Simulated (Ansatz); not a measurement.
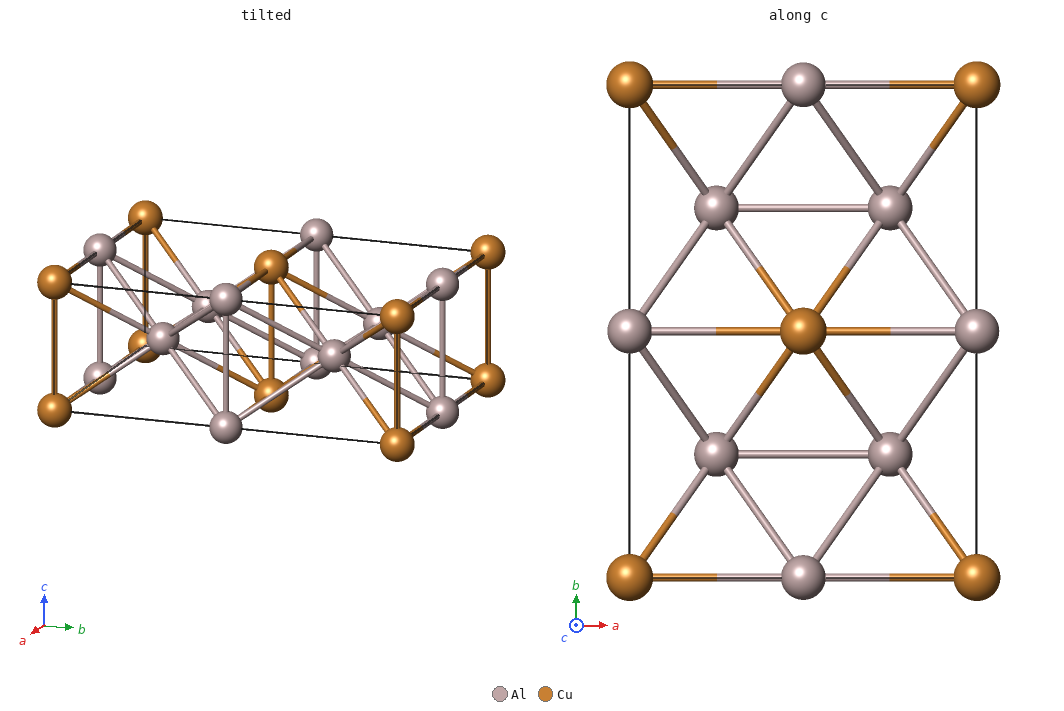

The figure gives a ball-and-stick picture of the atoms, viewed slightly off an axis and along the c axis. The lines enclose the conventional unit cell; boundary atoms appear with their images. Cell: a = 5.49 Å, b = 7.79 Å, c = 2.83 Å, α = 90.00°, β = 90.00°, γ = 90.00°.

Origin of the cell: a structure type filled with these elements by a generator (whether the compound takes this form wasn't checked). Earlier steps of the study may have refined or changed the cell and positions. Ansatz was used for an electronic-structure calculation on it.

Question: Give a description of the structure.

Answer: Composition: Al$_{3}$Cu. The atoms follow space group Cmmm (No. 65); the Bravais lattice is base-centred orthorhombic. Atoms per cell: 8 (6 Al, 2 Cu). Each Cu atom is coordinated by ten Al and two Cu in a cuboctahedral arrangement (about 2.8 Å to Al, 2.8 Å to Cu). Al takes two kinds of site: 4f with eight Al and four Cu in a cuboctahedral arrangement (about 2.7 to 2.8 Å to Al, 2.8 Å to Cu); 2b with ten Al and two Cu in a cuboctahedral arrangement (about 2.8 Å to Al, 2.7 Å to Cu). The bonds build a three-dimensional framework.

All computed values are from DFT r2SCAN, scalar-relativistic, plane waves, PAW in Ansatz. Settings: a kinetic-energy cutoff of 500 eV, k-points about 0.14 Å⁻¹ apart, Gaussian smearing of 0.1 eV, no spin polarisation.

Question: Classify it as metallic or gapped, with the value.

Answer: A metal: bands cross the Fermi level.

Question: How are the electrons shared out in a Bader analysis?

Answer: Al +0.24 e; Cu -0.73 e.

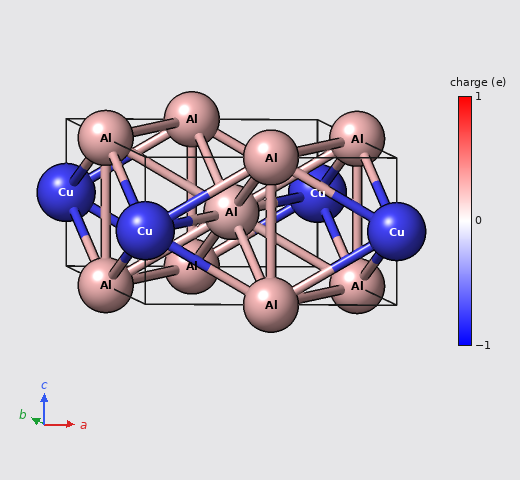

The atoms coloured by those charges. The run's cell of 4 atoms is drawn, so axes and origin can differ from the first picture.

Question: Is the structure relaxed at this level of theory?

Answer: No. All forces vanish to within 0.01 eV/Å. The pressure is -3.1 GPa, so the cell would contract.
